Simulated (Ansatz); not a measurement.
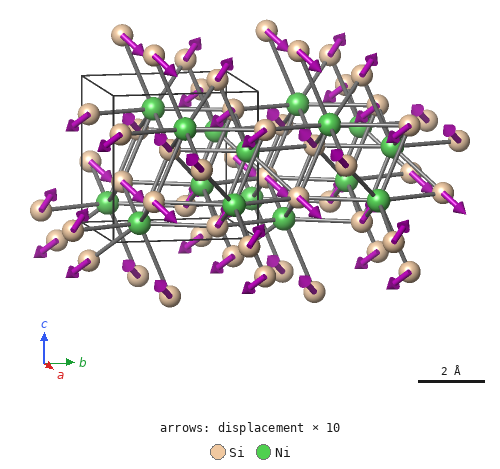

A relaxation of solid SiNi (built on the database_198 type) (coarse preliminary run). The starting structure is drawn; purple arrows show the displacements (the part carried along by the change of the cell is left out), magnified 10 times.

The picture is a ball-and-stick view of the cell of the calculation, repeated 2 × 2 × 1 with one cell outlined, seen slightly off an axis.

Case: structure reported for this formula (P2_13, No. 198).

Method: DFT r2SCAN, scalar-relativistic, plane waves, PAW in Ansatz. Set-up: plane-wave cutoff 500 eV; k-point mesh 4 × 4 × 4; occupations gaussian; smearing width 0.1 eV; no spin polarisation; cell and atoms relaxed; force threshold 0.04 eV/Å; at most 70 steps.

> Atoms of which element are displaced furthest, and by how much?

Silicon: up to 0.10 Å, against 0.01 Å for nickel.

> Describe the change and its energy.

The largest moves relative to the cell, 0.10 Å, are those of Si atoms. Largest moves by element: Si 0.10 Å, Ni 0.01 Å. Cell: a = b = c 4.497 → 4.465 Å (−0.7 %). Volume −2.1 %. Near-neighbour distances that change, for instance: Ni–Si 2.235 → 2.336 Å, Ni–Si 2.474 → 2.382 Å, Ni–Si 2.415 → 2.420 Å. The space group stays P2_13 (No. 198). After 3 accepted moves (4 points after the start) the energy has fallen by 34.2 meV per atom. The largest force component goes from 0.68 to 0.0077 eV/Å. Pressure: −3.09 GPa at the start and −0.12 GPa at the end. At 1 point the geometry stayed and the basis and grid were re-selected for the new cell (energy shift of 0.2 meV per atom at most each time). The run took 78 s on 1 thread of Arm Neoverse V2 (shared host), peak memory 0.52 GiB.
